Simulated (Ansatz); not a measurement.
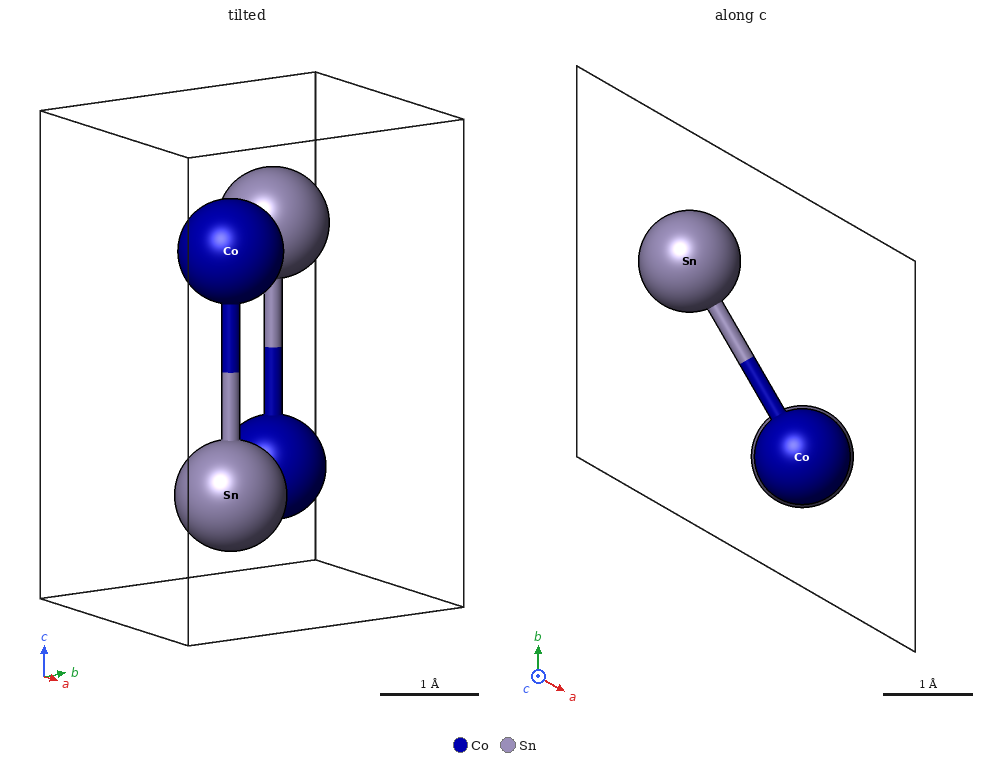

Shown here is a ball-and-stick view of the crystal, taken slightly off an axis and along the c axis. The lines enclose the conventional unit cell; boundary atoms appear with their images. Cell: a = 4.40 Å, b = 4.40 Å, c = 5.02 Å, α = 90.00°, β = 90.00°, γ = 120.00°.

It derives from a structure type filled with these elements by a generator (whether the compound takes this form wasn't checked). Earlier steps of the study may have refined or changed the cell and positions. It went into a calculation with Ansatz.

Question: What structure is drawn here?

Answer: The material is CoSn. The symmetry is that of P6_3/mmc (No. 194), on a primitive hexagonal lattice. Cell content 2 Co, 2 Sn; Z = 2. Co is linked to five Sn in a trigonal bipyramidal arrangement at about 2.5 Å. The neighbours of Sn are five Co in a trigonal bipyramidal arrangement at about 2.5 Å. The bonds build a three-dimensional framework.

Level of theory and settings: Ansatz, DFT PBE, scalar-relativistic, plane waves, PAW, 420 eV cutoff, k-grid 12×12×10, Gaussian smearing of 0.1 eV, no spin polarisation (a spin-restricted run, not always the ground state).

Question: How large a gap does the method give, if there is one?

Answer: A metal: bands cross the Fermi level.

Question: State the Bader charges by element.

Answer: Co -0.28 e; Sn +0.28 e.

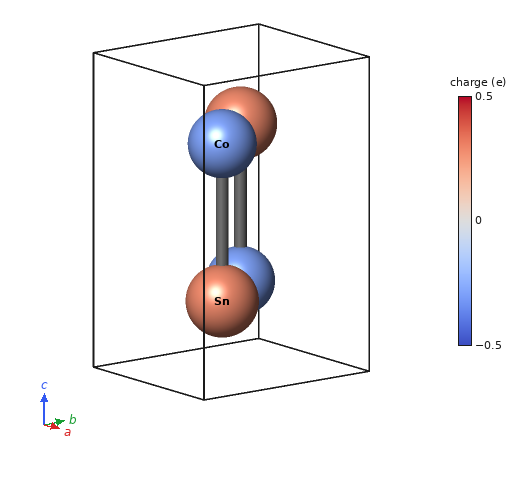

The atoms coloured by those charges. The run's cell of 4 atoms is drawn.

Question: Are forces and stress small enough to call this relaxed?

Answer: Yes. All forces vanish to within 0.01 eV/Å. The pressure is 0.0 GPa, close to zero.
